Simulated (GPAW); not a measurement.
**Optical response of MgO (Periclase)**

Wanted: where MgO (Periclase) starts to absorb, how strongly, and its refractive index. The cell comes from an older database entry, whose edges can differ from later determinations, mostly by under a per cent.

Method: DFT, LDA, plane-wave PAW (GPAW data sets), scalar-relativistic, RPA, optical limit, in GPAW 26.7.0.

The database entry behind the starting cell differs from later determinations by our own check (about 0.1 % long), so it need not match the best structure at ambient conditions.

## Step 1: The starting structure

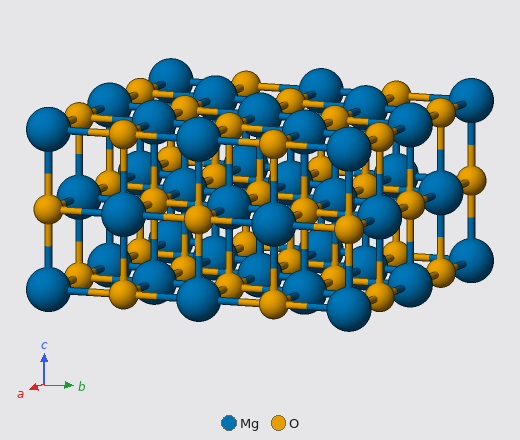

Start, viewed slightly off an axis; magnesium blue, oxygen orange. 2×2×1 cells are drawn. This picture shows the conventional cell, with its axes. Some periodic images of atoms are drawn too.

As a file:

```cif
data_structure
_symmetry_space_group_name_H-M 'P 1'
_symmetry_Int_Tables_number 1
_cell_length_a 2.9819
_cell_length_b 2.9819
_cell_length_c 2.9819
_cell_angle_alpha 60.000
_cell_angle_beta 60.000
_cell_angle_gamma 60.000
_cell_volume 18.75
loop_
_atom_site_label
_atom_site_type_symbol
_atom_site_fract_x
_atom_site_fract_y
_atom_site_fract_z
_atom_site_occupancy
Mg1 Mg 0.00000 0.00000 0.00000 1
O2 O 0.50000 0.50000 0.50000 1
```

## Step 2: Bands for the response

The response needs many more empty bands than the density does.

This step: DFT, LDA, plane-wave PAW (GPAW data sets), scalar-relativistic, bands at fixed density (GPAW 26.7.0).

nscf.py

```python
from ase.dft.bandgap import bandgap
from gpaw import GPAW, FermiDirac

calc = GPAW('gs.gpw').fixed_density(kpts={'size': (14, 14, 14), 'gamma': True}, nbands=31, convergence={'bands': 25},
                                    occupations=FermiDirac(0.001), txt='nscf.txt')
print('gap (eV)', bandgap(calc, output=None)[0])
print('direct gap (eV)', bandgap(calc, direct=True, output=None)[0])
print('top band over the Fermi level (eV)', min(calc.get_eigenvalues(kpt=k)[24] for k in range(len(calc.get_ibz_k_points()))) - calc.get_fermi_level())
calc.write('full.gpw', mode='all')
```

Command:

```sh
$ OMP_NUM_THREADS=1 python nscf.py
```

Numbers of over 12 decimals in the logs are rounded to 6 here.

Log:

```text
Diagonalizing LCAO Hamiltonian
Converting LCAO to pw mode
convergence criteria:
- Maximum integral of absolute [eigenst]ate change: 4e-08 eV^2 / valence electron
maximum number of iterations: 150

SCF iterations
|iter     |      energy | eigst |  dens |
|iter:   1||             | +3.16 |       |
|iter:   2||             | +1.36 |       |
|iter:   3||             | -0.86 |       |
|iter:   4||             | -2.62 |       |
|iter:   5||             | -4.47 |       |
|iter:   6||             | -6.03 |       |
|iter:   7||             | -7.30 |       |
|iter:   8||             | -8.13c|       |
SCF steps: 8
  __  _  _
 | _ |_)|_||  |
 |__||  | ||/\| - 26.7.0

Versions:
  Python: 3.12.14
  ASE:    3.29.0
  Numpy:  2.5.5
  Scipy:  1.18.1
  Libxc:  7.0.0

Input parameters:
  mode=PW(ecut=500.0),
  convergence={'bands': 25},
  gpts=array([16, 16, 16]),
  kpts=MonkhorstPack(size=(14, 14, 14), gamma=True),
  maxiter=150,
  nbands=31,
  occupations=Occupations(name='fermi-dirac', width=0.001, fixmagmom=False),
  parallel={},
  xc=XC(name='LDA')

--- standard output ---
gap (eV) 4.652817
direct gap (eV) 4.652817
top band over the Fermi level (eV) 42.402817
```

Run time: 21 s. Hardware: 1 thread of Arm Neoverse V2, shared host; peak memory 0.16 GiB.

Read-outs, printed or worked out from the files:

* gap on the k-mesh: 4.653 eV
* direct gap on the mesh: 4.653 eV

## Step 3: Dielectric function, RPA

Local fields let the induced charge screen the field inside the cell, which as a rule lowers ε, most along directions where the density is uneven.

This step: DFT, LDA, plane-wave PAW (GPAW data sets), scalar-relativistic, RPA, optical limit (GPAW 26.7.0).

df.py

```python
from gpaw.response.df import DielectricFunction

df = DielectricFunction('full.gpw', frequencies={'type': 'nonlinear', 'domega0': 0.03, 'omega2': 8},
                        ecut=50,
                        eta=0.15,
                        nbands=25,
                        txt='df.txt')
for direction in ['x']:
    df.get_dielectric_function(xc='RPA', direction=direction, filename=f'df_{direction}.csv')
```

Command:

```sh
$ OMP_NUM_THREADS=1 python df.py
```

Log:

```text
Using integrator: PointIntegrator
NonLinearFrequencyDescriptor(from 0.000 to 125.621 eV, 559 points)
Nonperiodic BCs:  [False False False]
Using integrator: PointIntegrator
NonLinearFrequencyDescriptor(from 0.000 to 125.621 eV, 559 points)
Nonperiodic BCs:  [False False False]

Calculating chi0 body with:
    Ground state adapter containing:
    Number of spins: 1
    Number of kpoints: 2744
    Number of irreducible kpoints: 104
    Number of completely occupied states: 8
    Number of partially occupied states: 8

    Linear response parametrization:
    q_c: [0.0, 0.0, 0.0]
    Number of frequency points: 559
    Planewave cutoff: 50.0
    Number of bands: 25
    Number of planewaves: 15
    Broadening (eta): 0.15

Integrating chi0 body.

Symmetries of q_c:
    Direct symmetries (Uq -> q): 48
    Indirect symmetries (TUq -> q): 0
In total 48 allowed symmetries.

104 groups of equivalent kpoints. 96.209913% reduction.

Integral kind: spectral function

Calculating chi0 optical extensions with:
    Ground state adapter containing:
    Number of spins: 1
    Number of kpoints: 2744
    Number of irreducible kpoints: 104
    Number of completely occupied states: 8
    Number of partially occupied states: 8

    Linear response parametrization:
    Number of frequency points: 559
    Planewave cutoff: 50.0
    Number of bands: 25
    Number of planewaves: 15
    Broadening (eta): 0.15
Integrating chi0 head and wings.

Symmetries of q_c:
    Direct symmetries (Uq -> q): 48
    Indirect symmetries (TUq -> q): 0
In total 48 allowed symmetries.

104 groups of equivalent kpoints. 96.209913% reduction.

Integral kind: spectral function wings
```

It took 4.5 s on 1 thread; peak memory 0.2 GiB.

Read-outs, printed or worked out from the files:

| Property | Result |
| --- | --- |
| electronic dielectric constant ε∞, mean over x, y and z (by symmetry where fewer were run) | 3.121 |
| main peak of Im epsilon, first axis | 10.89 eV |

Some rows of df_x.csv (energy; Re and Im without local fields; Re and Im with them):

```text
0.000000, 3.264852, -0.000000, 3.120865, -0.000000
0.429336, 3.269010, 0.002918, 3.124883, 0.002821
0.878195, 3.282418, 0.006088, 3.137847, 0.005889
1.347938, 3.306977, 0.009687, 3.161625, 0.009387
1.840057, 3.345566, 0.014000, 3.199066, 0.013602
2.356191, 3.402749, 0.019534, 3.254730, 0.019056
2.898142, 3.486348, 0.027343, 3.336511, 0.026833
3.467895, 3.611747, 0.040195, 3.460101, 0.039808
4.067647, 3.818680, 0.069861, 3.666512, 0.070268
4.699832, 4.187919, 0.278809, 4.039569, 0.287988
5.367152, 4.241632, 0.664087, 4.077515, 0.694360
6.072622, 3.939547, 0.756451, 3.730867, 0.791632
6.819608, 4.073398, 1.565594, 3.822998, 1.648171
7.611886, 4.615679, 1.782494, 4.316899, 1.841184
8.453705, 4.193202, 2.900897, 3.762948, 2.917555
9.349861, 3.133908, 3.094162, 2.608659, 3.017009
10.305790, 3.466184, 3.110960, 2.676220, 2.718090
11.327680, 0.666589, 4.071980, 0.556089, 3.467921
12.422601, 0.605023, 2.771164, 0.584303, 2.247626
13.598673, 1.458482, 2.521471, 1.365187, 1.861468
```

The Im ε, E ∥ x has structure finer than the step of the table below, so its rows give means over 1 eV, whole bins alone (the curve runs from 0 to 14.0 eV). Peaks (eV: height): 5.9: 1.36, 8.8: 3.62, 10.0: 3.30, 10.9: 4.91.

Values under the direct gap are tails of Lorentzian lines. Table of Im ε, E ∥ x by photon energy; means over each step:

```
photon energy (eV)  Im ε, E ∥ x
                 1      0.00683
                 2       0.0153
                 3       0.0294
                 4       0.0752
                 5        0.542
                 6         1.01
                 7         1.43
                 8         2.34
                 9         3.17
                10         2.91
                11         4.06
                12         2.64
                13         1.97
```

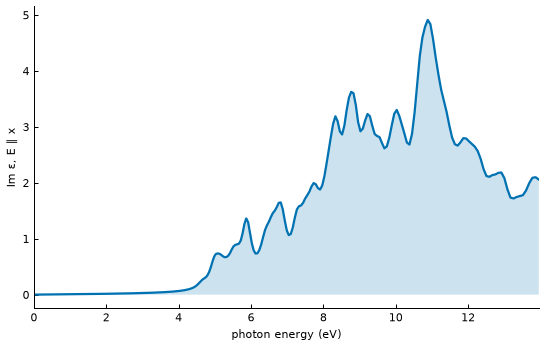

Im ε, E ∥ x against photon energy.

Table of Re ε, E ∥ x by photon energy:

```
photon energy (eV)  Re ε, E ∥ x
                 0         3.12
                 1         3.14
                 2         3.21
                 3         3.36
                 4         3.64
                 5         4.13
                 6         3.61
                 7         3.78
                 8         4.54
                 9         2.89
                10         2.85
                11         1.21
                12        0.820
                13        0.707
```

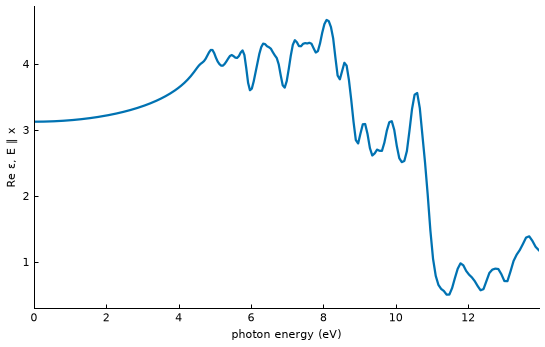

Re ε, E ∥ x against photon energy.

The loss function −Im 1/ε at q → 0, E ∥ x has structure finer than the step of the table below, so its rows give means over 0.5 eV, whole bins alone (the curve runs from 0 to 14.0 eV). Peaks (eV: height): 13.08: 0.466.

Values under the direct gap are tails of Lorentzian lines. Table of loss function −Im 1/ε at q → 0, E ∥ x by energy loss; means over each step:

```
energy loss (eV)  loss function −Im 1/ε at q → 0, E ∥ x
             0.5                                 3.4e-4
             1.0                                 6.9e-4
             1.5                                0.00106
             2.0                                0.00147
             2.5                                0.00195
             3.0                                0.00256
             3.5                                0.00342
             4.0                                0.00501
             4.5                                 0.0117
             5.0                                 0.0352
             5.5                                 0.0469
             6.0                                 0.0624
             6.5                                 0.0663
             7.0                                 0.0767
             7.5                                 0.0807
             8.0                                 0.0892
             8.5                                  0.124
             9.0                                  0.166
             9.5                                  0.183
            10.0                                  0.176
            10.5                                  0.157
            11.0                                  0.205
            11.5                                  0.316
            12.0                                  0.337
            12.5                                  0.403
            13.0                                  0.429
            13.5                                  0.377
```

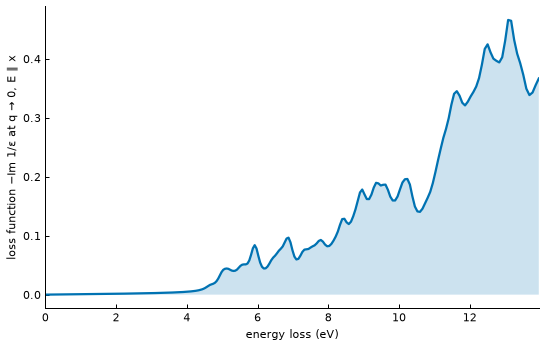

Loss function −Im 1/ε at q → 0, E ∥ x against energy loss.

The Im ε, E ∥ x has structure finer than the step of the table below, so its rows give means over 1 eV, whole bins alone (the curve runs from 0 to 14.0 eV). Peaks (eV: height): without local fields 8.8: 3.63, 10.9: 5.87; with local fields 5.9: 1.36, 8.8: 3.62, 10.0: 3.30, 10.9: 4.91.

Values under the direct gap are tails of Lorentzian lines. Im ε, E ∥ x against photon energy; means over each step:

```
photon energy (eV)  without local fields  with local fields
                 1               0.00705            0.00683
                 2                0.0158             0.0153
                 3                0.0299             0.0294
                 4                0.0745             0.0752
                 5                 0.521              0.542
                 6                 0.966               1.01
                 7                  1.37               1.43
                 8                  2.29               2.34
                 9                  3.20               3.17
                10                  3.17               2.91
                11                  4.84               4.06
                12                  3.24               2.64
                13                  2.48               1.97
```

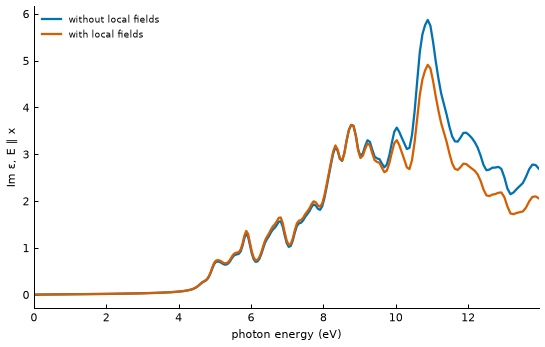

Im ε, E ∥ x, plotted against photon energy.

The reflectivity at normal incidence, E ∥ x has structure finer than the step of the table below, so its rows give means over 1 eV, whole bins alone (the curve runs from 0 to 14.0 eV). Peaks (eV: height): 5.8: 12.8, 8.8: 18.7, 10.0: 17.0, 11.0: 25.4.

The reflectivity at normal incidence, E ∥ x by photon energy; means over each step:

```
photon energy (eV)  reflectivity at normal incidence, E ∥ x (%)
                 1                                         7.78
                 2                                         8.07
                 3                                         8.65
                 4                                         9.82
                 5                                         11.6
                 6                                         12.1
                 7                                         13.0
                 8                                         15.9
                 9                                         16.8
                10                                         15.4
                11                                         22.7
                12                                         17.3
                13                                         12.3
```

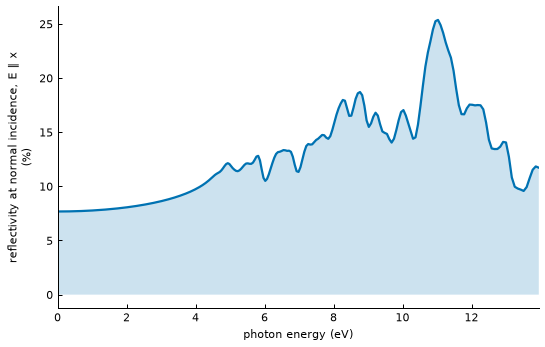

Reflectivity at normal incidence, E ∥ x against photon energy.

At chosen wavelengths:

```
wavelength (nm)     n      k  R (%)     1/α
           1550  1.77  0.002    7.7   82 µm
           1064  1.78  0.002    7.8   38 µm
            800  1.78  0.003    7.9   21 µm
            633  1.79  0.004    8.0   12 µm
            365  1.86  0.010    9.0  2.9 µm
            308  1.91  0.017    9.8  1.4 µm
            248  2.04  0.171   12.0  115 nm
```

Below the direct gap, k and the depth come from the tails of the Lorentzian lines, not from transitions.

Rows near the edge hang on the gap, which this functional as a rule makes too small, and phonon-assisted absorption is left out.

## Step 4: What came out

| Quantity | Value |
| --- | --- |
| electronic dielectric constant ε∞, mean over x, y and z (by symmetry where fewer were run) (RPA) | 3.12 |
| main peak of Im epsilon, first axis | 10.9 eV |

**Reading.** At this level (LDA, RPA) MgO has ε∞ = 3.12 and n = 1.77 at 1550 nm, and Im ε peaks at 10.9 eV. On the mesh the gap is 4.65 eV and the least direct gap 4.65 eV. Local fields change the static value along x from 3.26 to 3.12 (-4 %). Distinct maxima of Im ε, read by a parabola through the highest points, lie at 8.79 eV (3.6), 9.23 eV (3.2), 10.02 eV (3.3) and 10.89 eV (4.9). Excitons and phonon-assisted transitions are missing; LDA gaps are as a rule too small, which pulls the onset down and ε∞ up. The sum runs over mesh points, so small or evenly spaced maxima can still be ripples of the mesh. In this version of GPAW the matrix elements of the optical limit are incomplete, which can lower ε − 1 by up to a tenth where first-row anions or d states rule, and shift it by more in d metals.

[Machine, clock and banner lines and Python warnings are left out of the logs.]

[Logs are printed without paths, hosts, clocks, repeated set-up lines and the standing remarks that a program may print on its own settings, such as how far it seeks lower states.]

[Hosts, paths, dates, database ids (printed as entryN), source tags and the programs' standing remarks are cut or masked in the printed files.]
